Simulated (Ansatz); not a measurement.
The calculation's input:

```
crystal:
  lattice:
    - [2.7083818992, 0.0, 0.0]
    - [0.0, 2.7083818992, 0.0]
    - [0.0, 0.0, 22.6604608278]
  atoms:
    - { symbol: Ir, position: [0.5, 0.5, 0.330972969] }
    - { symbol: Ir, position: [0.0, 0.0, 0.4154864845] }
    - { symbol: Ir, position: [0.5, 0.5, 0.5] }
    - { symbol: Ir, position: [0.0, 0.0, 0.5845135155] }
    - { symbol: Ir, position: [0.5, 0.5, 0.669027031] }
basis:
  ecutwfc: 420
kpoints:
  mp_grid: { grid: [13, 13, 1] }
hamiltonian:
  xc: pbesol
scf:
  occupations: { method: gaussian, width: 0.1 }
output:
  forces: true
  stress: true
  eigenvalues: true
  write_density: true
  write_potential: true
  elf: true
  volumetric_format: npy
efield:
  axis: 3
  dipole_correction: true
  ramp_width: 0.04
```

Run with:

```sh
ansatz run input.yaml --threads 1 --pin off --max-ram 2560MiB --backend cpu --events-out ev --progress --plain --runs-dir out
```

Changed on purpose from its base cell (repeats removed: 1); not relaxed (largest force 1.2 eV/Å); computed without spin polarisation.

Theory: DFT PBEsol, scalar-relativistic, plane waves, PAW (Ansatz 0.2.0).

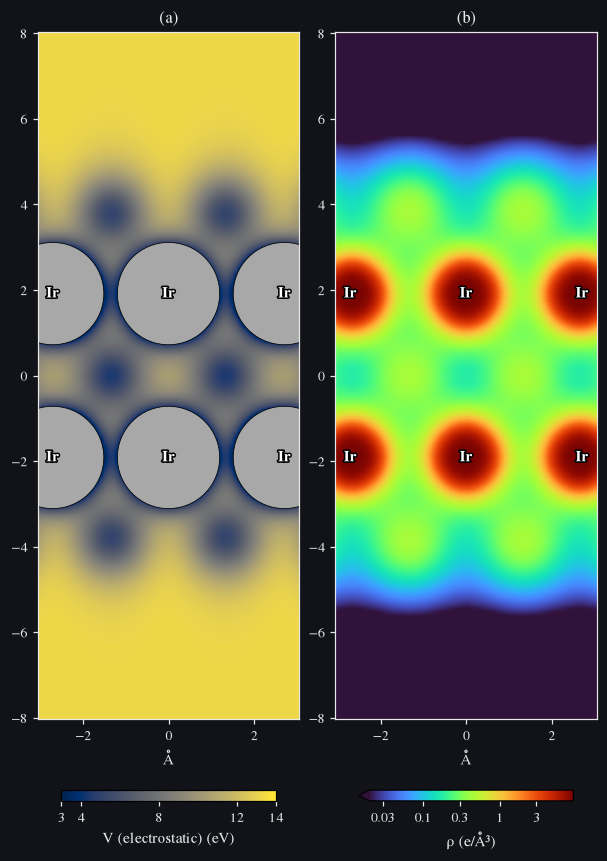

Ir (slab). (a) electrostatic potential (local pseudopotential plus Hartree) felt by an electron; (b) valence pseudo-density on the (010) plane of the calculation cell, a cut from vacuum to vacuum. Grey discs cover the atomic cores in the potential map.

What do the fields say about this system?

Atoms in the plane: Ir.
Ir–Ir (2.71 Å): the density is about 0.45 e/Å³ at the midpoint.
The density dies away to nearly zero in the vacuum.
Outside the cores the potential energy rises away from the atoms and is highest in the vacuum; its zero is arbitrary.

Metal or insulator at this level of theory?

It is metallic or semimetallic at this level of theory: no gap opens.
